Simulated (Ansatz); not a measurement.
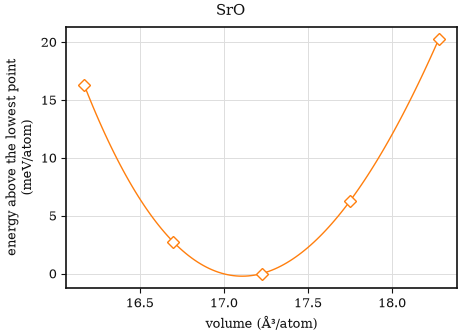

The figure shows the energy above the lowest point against volume for SrO, space group Fm-3m (No. 225) (one of a set of cubic test structures, which need not be the stable phase).

Computed with Ansatz 0.2.0 development build: equation of state of a cubic crystal from periodic Kohn-Sham density functional theory without spin, third-order Birch-Murnaghan fit to the free energies; pressure corrected for the finite basis. Level: HSE06.

- structure type: rock salt
- atoms in cell: 2
- space group number: 225
- lattice centring: face-centred primitive
- k mesh: 4×4×4
- occupation method: Fermi–Dirac
- occupation width: 0.05 eV
- wave cutoff: 930 eV
- datasets: hand-made PAW
- density tolerance: 0 eV
- bands: 12
- density cutoff ratio: 5
- search for lower states: default
- exchange singularity: regularized

From this curve and the settings, what does the calculation give for the pressure at the same points?

The pressure falls from 5.9 GPa at volume 16.17 Å³/atom to −5.3 GPa at 18.28 Å³/atom, and changes sign near 17.12 Å³/atom.

| volume (Å³/atom) | pressure (GPa) |
| --- | --- |
| 16.17 | 5.9 |
| 16.70 | 2.4 |
| 17.22 | −0.6 |
| 17.75 | −3.1 |
| 18.28 | −5.3 |
